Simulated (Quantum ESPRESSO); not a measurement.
# GaN (F-43m): a worked LO-TO splitting

How high does the longitudinal optical mode of GaN (F-43m) lie, given the transverse one, the Born charge and ε∞?

Calculated with Quantum ESPRESSO 7.5; DFT LDA, scalar-relativistic, plane waves, PseudoDojo norm-conserving pseudopotentials.

**1. Set-up**

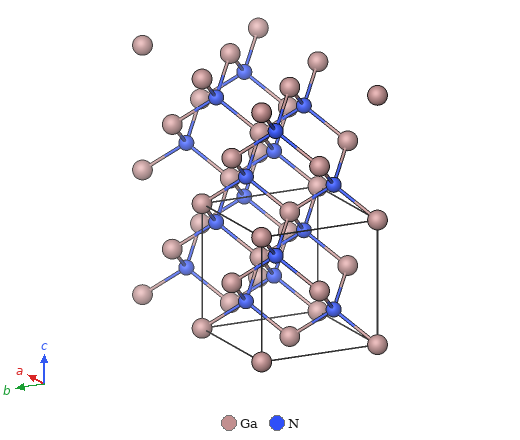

The cell as given, from a free direction (gallium pink, nitrogen blue). 2×1×2 cells are drawn. This picture shows the conventional cell, with its axes. Bonds to atoms that aren't drawn are left out. Some periodic images of atoms are drawn too.

This is the cell after its relaxation at this level of theory, not the database cell from which that began.

**2. What the response run gave**

A linear-response run on the relaxed cell, with the response to an electric field; only its zone-centre results are used. Cutoff 92 Ry, k mesh 12×12×12.

Log:

```text
[banners, grids, parts of the stress and lines that vanish by symmetry left out]
Program PHONON v.7.5
     Reading xml data from directory:

[...]
Exchange-correlation= PW
                           (   1   4   0   0   0   0   0)
[...]
kinetic-energy cut-off    =      92.0000  Ry
     charge density cut-off    =     368.0000  Ry
     convergence threshold     =      1.0E-18
[...]
Exchange-correlation= PW
                           (   1   4   0   0   0   0   0)
[...]
q = (   0.0000000   0.0000000   0.0000000 )
     25 Sym.Ops. (with q -> -q+G )
     G cutoff =  660.0200  (  17933 G-vectors)     FFT grid: ( 40, 40, 40)
     number of k points=    72
[...]
Mode symmetry, T_d (-43m)  point group:
[...]
Dielectric constant
[...]
End of electric fields calculation
          Dielectric constant in cartesian axis
          (       5.764066930       0.000000000       0.000000000 )
          (       0.000000000       5.764066930      -0.000000000 )
          (       0.000000000      -0.000000000       5.764066930 )
          Effective charges (d Force / dE) in cartesian axis without acoustic sum rule applied (asr)
           atom    1  Ga    Mean Z*:        2.64527
      Ex  (        2.64527        0.00000        0.00000 )
      Ey  (        0.00000        2.64527        0.00000 )
      Ez  (       -0.00000        0.00000        2.64527 )
           atom    2  N     Mean Z*:       -2.64579
      Ex  (       -2.64579       -0.00000       -0.00000 )
      Ey  (       -0.00000       -2.64579        0.00000 )
      Ez  (       -0.00000        0.00000       -2.64579 )
          Effective charges Sum: Mean:       -0.00052
[...]
Effective charges (d Force / dE) in cartesian axis with asr applied:
           atom    1  Ga    Mean Z*:        2.64553
[...]
atom    2  N     Mean Z*:       -2.64553
[...]
Representation #   1 modes #   1   2   3
[...]
End of self-consistent calculation
     Convergence has been achieved
     Representation #   2 modes #   4   5   6
[...]
End of self-consistent calculation
     Convergence has been achieved
[...]
Dielectric constant in cartesian axis
          (       5.764066930       0.000000000       0.000000000 )
          (       0.000000000       5.764066930      -0.000000000 )
          (       0.000000000      -0.000000000       5.764066930 )
          Effective charges (d Force / dE) in cartesian axis without acoustic sum rule applied (asr)
           atom    1  Ga    Mean Z*:        2.64527
      Ex  (        2.64527        0.00000        0.00000 )
      Ey  (        0.00000        2.64527        0.00000 )
      Ez  (       -0.00000        0.00000        2.64527 )
           atom    2  N     Mean Z*:       -2.64579
      Ex  (       -2.64579       -0.00000       -0.00000 )
      Ey  (       -0.00000       -2.64579        0.00000 )
      Ez  (       -0.00000        0.00000       -2.64579 )
          Effective charges Sum: Mean:       -0.00052
[...]
Effective charges (d Force / dE) in cartesian axis with asr applied:
           atom    1  Ga    Mean Z*:        2.64553
[...]
atom    2  N     Mean Z*:       -2.64553
[...]
q = (    0.000000000   0.000000000   0.000000000 )
[...]
freq (    1) =       0.042049 [THz] =       1.402592 [cm-1]
     freq (    2) =       0.042049 [THz] =       1.402592 [cm-1]
     freq (    3) =       0.042049 [THz] =       1.402592 [cm-1]
     freq (    4) =      16.606316 [THz] =     553.927065 [cm-1]
     freq (    5) =      16.606316 [THz] =     553.927065 [cm-1]
     freq (    6) =      16.606316 [THz] =     553.927065 [cm-1]
[...]
Mode symmetry, T_d (-43m)  point group:
     freq (   1-   3) =          1.4  [cm-1]   --> T_2  G_15 P_4   I+R
     freq (   4-   6) =        553.9  [cm-1]   --> T_2  G_15 P_4   I+R

   JOB DONE.
```

| quantity | value |
| --- | --- |
| cell volume Ω (Å³) | 22.072 |
| mass of Ga (u) | 69.723 |
| mass of N (u) | 14.007 |
| Born charge of Ga, raw (e) | 2.645 |
| Born charge of N, raw (e) | -2.646 |
| ε∞ | 5.764 |
| ω(TO) after the sum rule (cm⁻¹) | 553.9 |

**3. The calculation**

The charges must sum to zero over the cell; taking off their mean, 0.000 e, leaves Z* = 2.646 e on Ga. In the polar mode Ga moves against N, so the reduced mass is μ = 69.72 × 14.01 / 83.73 = 11.664 u.

A longitudinal wave builds up a field that adds to the restoring force: ω(LO)² = ω(TO)² + 4π Z*² / (μ Ω ε∞), in Hartree atomic units. With μ = 21262 electron masses and Ω = 148.95 bohr³ the second term is 4.8180e-06 Ha², or 232079 cm⁻² (1 Ha = 219474.6 cm⁻¹).

So ω(LO) = √(306827 + 232079) = 734.1 cm⁻¹, and by the Lyddane-Sachs-Teller relation ε₀ = ε∞ (ω(LO)/ω(TO))² = 10.12.

**4. Check against the program**

The analysis program adds the same non-analytic term to the full matrix, here for q along (1 0 0).

Log:

```text
[banner, memory and clock lines left out]
Program DYNMAT v.7.5

     Reading Dynamical Matrix from file g.dyn
     ...Force constants read
     ...epsilon and Z* read

     Polarizability (A^3 units)
     multiply by 0.386395 for Clausius-Mossotti correction
         8.367871    0.000000    0.000000
         0.000000    8.367871   -0.000000
         0.000000   -0.000000    8.367871

     IR activities are in (D/A)^2/amu units

# mode   [cm-1]    [THz]      IR
    1     -0.00   -0.0000    0.0000
    2     -0.00   -0.0000    0.0000
    3      0.00    0.0000    0.0000
    4    553.92   16.6061   13.8438
    5    553.92   16.6061   13.8438
    6    734.10   22.0078   13.8438
```

ε₀ comes from the program's run without a direction of q.

| quantity | by hand | program |
| --- | --- | --- |
| ω(LO) (cm⁻¹) | 734.1 | 734.1 |
| ε₀ | 10.12 | 10.12 |

**5. Outcome**

```yaml
to_mode: 553.9 cm⁻¹
lo_mode: 734.1 cm⁻¹
static_dielectric_constant: 10.12
```

The LO mode of GaN (F-43m) lies at 734 cm⁻¹, 180 cm⁻¹ above the TO mode; the formula meets the program within 0.1 cm⁻¹, as it must for a cubic crystal with one polar mode. ω(LO)² − ω(TO)² goes with Z*²/ε∞: an error of 5 % in ε∞ would move the LO mode by 7.6 cm⁻¹, and semilocal functionals tend to overestimate ε∞. These are harmonic values at zero temperature, at the volume of this functional, for the structure held cubic; stability elsewhere in the zone is no part of this calculation.

[Host names and launcher messages were left out of these logs when they were recorded.]

[Logs are printed without paths, hosts, clocks, repeated set-up lines and the standing remarks that a program may print on its own settings, such as how far it seeks lower states.]

[Hosts, paths, dates, database ids (printed as entryN), source tags and the programs' standing remarks are cut or masked in the printed files.]
